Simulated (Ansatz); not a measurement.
# Al7N8 (cell with a defect): what the fields show

Input file:

```
crystal:
  lattice:
    - [0.0, 0.0, 5.0179604226]
    - [-3.1302455678, 5.4217443637, 0.0]
    - [-3.1302455678, -5.4217443637, 0.0]
  atoms:
    - { symbol: Al, position: [0.9992286462, 0.6666666667, 0.3333333333] }
    - { symbol: Al, position: [0.9992286462, 0.1666666667, 0.8333333333] }
    - { symbol: Al, position: [0.9992286462, 0.6666666667, 0.8333333333] }
    - { symbol: Al, position: [0.4992286462, 0.8333333333, 0.1666666667] }
    - { symbol: Al, position: [0.4992286462, 0.3333333333, 0.1666666667] }
    - { symbol: Al, position: [0.4992286462, 0.8333333333, 0.6666666667] }
    - { symbol: Al, position: [0.4992286462, 0.3333333333, 0.6666666667] }
    - { symbol: "N", position: [0.3791211225, 0.1573769523, 0.330983717], spin: 0.25 }
    - { symbol: "N", position: [0.3807713538, 0.6666666667, 0.3333333333] }
    - { symbol: "N", position: [0.3807713538, 0.1666666667, 0.8333333333] }
    - { symbol: "N", position: [0.3807713538, 0.6666666667, 0.8333333333] }
    - { symbol: "N", position: [0.89012536, 0.8395998803, 0.1728101938], spin: 0.25 }
    - { symbol: "N", position: [0.8730508956, 0.3326614261, 0.1706657371], spin: 0.25 }
    - { symbol: "N", position: [0.8807713538, 0.8333333333, 0.6666666667] }
    - { symbol: "N", position: [0.8830762122, 0.3205057516, 0.6561208349], spin: 0.25 }
  host:
    lattice:
      - [3.1302455678, 0.0, 0.0]
      - [-1.5651227839, 2.7108721818, 0.0]
      - [0.0, 0.0, 5.0179604226]
    atoms:
      - { symbol: Al, position: [0.3333333333, 0.6666666667, -0.0007713538] }
      - { symbol: Al, position: [0.6666666667, 0.3333333333, 0.4992286462] }
      - { symbol: "N", position: [0.3333333333, 0.6666666667, 0.3807713538] }
      - { symbol: "N", position: [0.6666666667, 0.3333333333, 0.8807713538] }
basis:
  ecutwfc: 420
  xc_grid: 2
kpoints:
  mp_grid: { grid: [2, 2, 2], shift: [0.0, 0.0, 0.0] }
hamiltonian:
  xc: pbe
scf:
  occupations: { method: gaussian, width: 0.01 }
output:
  forces: true
  stress: false
  eigenvalues: true
  populations: true
  charged_corrections:
    defect_position: [0.99922865, 0.16666667, 0.33333333]
    epsilon: [[8.2949, 0.0, 0.0], [0.0, 8.2949, 0.0], [0.0, 0.0, 9.8373]]
  write_density: true
  write_potential: true
  elf: true
  volumetric_format: npy
magnetization:
  spin_polarized: true
relax:
  adjacent_minimum: "off"
  f_tol: 0.025
  max_steps: 45
```

Command:

```sh
ansatz run input.yaml --threads 2 --pin off --max-ram 5120MiB --backend cpu --events-out ev --progress --plain --runs-dir out
```

The fields are those of the relaxed geometry.

The SCF solution may not be the lowest one; the program warned that a starting moment wasn't kept; spin-polarised.

Method: Ansatz 0.2.0, DFT PBE, scalar-relativistic, plane waves, PAW.

Core electrons are frozen (PAW), and the valence fields are smoothed inside the atomic spheres.

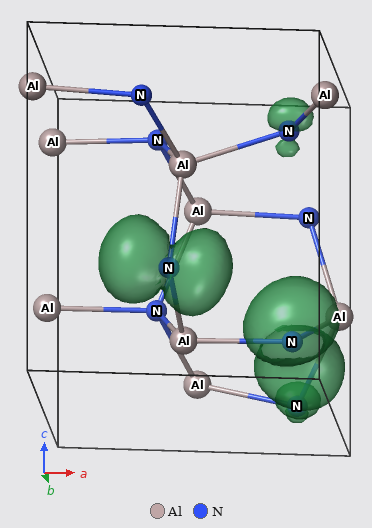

Figure 1. Isosurface of the spin density (up minus down) at +0.03 e/Å³ (green), seen at an oblique angle. Sticks mark near contacts.

Q: Where is the spin, and how is it ordered?

A: The spin density sits on N: +0.4 μB in one cell of 15 atoms: with much of the spin spread outside that site. The cell of the calculation (15 atoms) carries 1.0 μB of net spin moment.

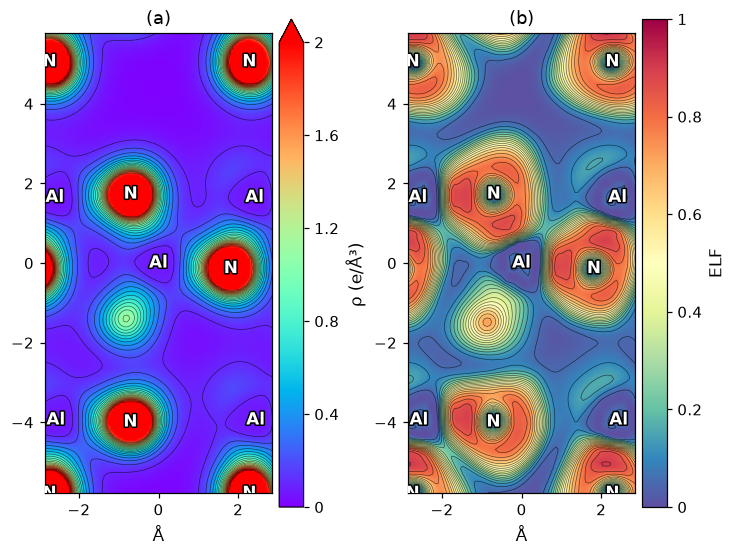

Figure 2. (a) valence charge density (pseudo); (b) electron localisation function on the (011) plane of the calculation cell.

Q: Describe what can be read from this map.

A: Atoms in the plane: Al and N. Atoms just off the plane (N, 0.8 Å away) can leave unmarked features too. Al–N (1.82 Å): ρ at the midpoint is about 0.77 e/Å³; the ELF peaks at about 0.90 between the atoms, as expected for a shared but strongly polarised pair. Al–N (1.87 Å): ρ at the midpoint is about 0.71 e/Å³; the ELF peaks at about 0.85 in the valence shell of N, 0.8 Å from its nucleus, and is about 0.85 at the midpoint. Al–N (1.90 Å): the density is about 0.67 e/Å³ at the midpoint; the ELF peaks at about 0.90 in the valence shell of N, 0.7 Å from its nucleus, and is about 0.90 at the midpoint. Between the atoms the lowest density in this plane is 0.007 e/Å³. The ELF also peaks beside N, away from the bonds: non-bonding electrons, paired or unpaired.

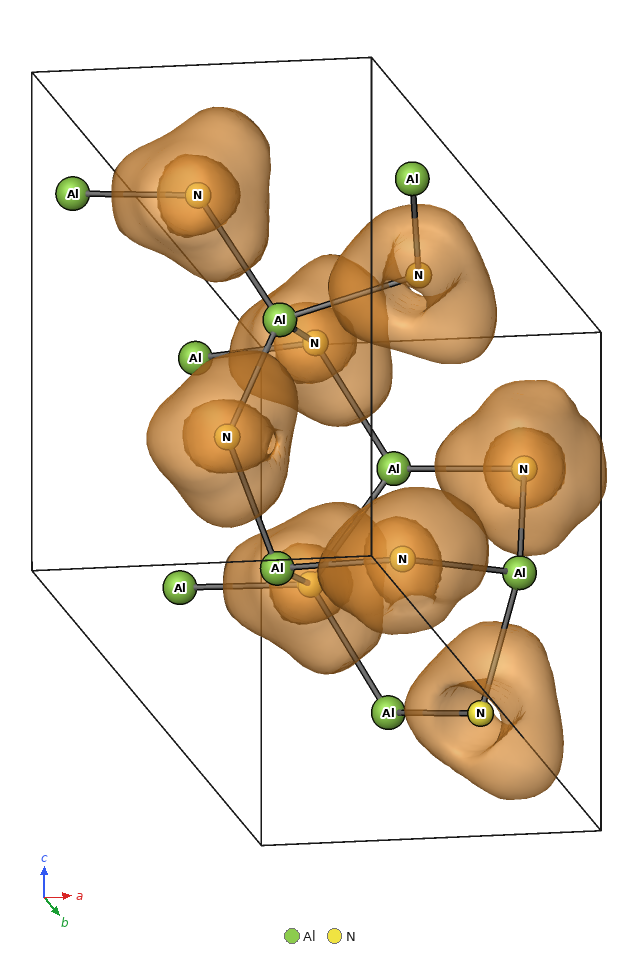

Figure 3. Isosurface of the ELF at 0.75 (orange), seen at an oblique angle. Only the valence region is drawn (cores and ρ < 0.01 e/Å³ removed). Sticks mark near contacts.

Q: What do the ELF domains correspond to?

A: At this value the surface marks out eight regions on N in which the atom's valence shell and bonds are merged, counted in one cell of 15 atoms. Any copies at cell faces, edges or corners count once.
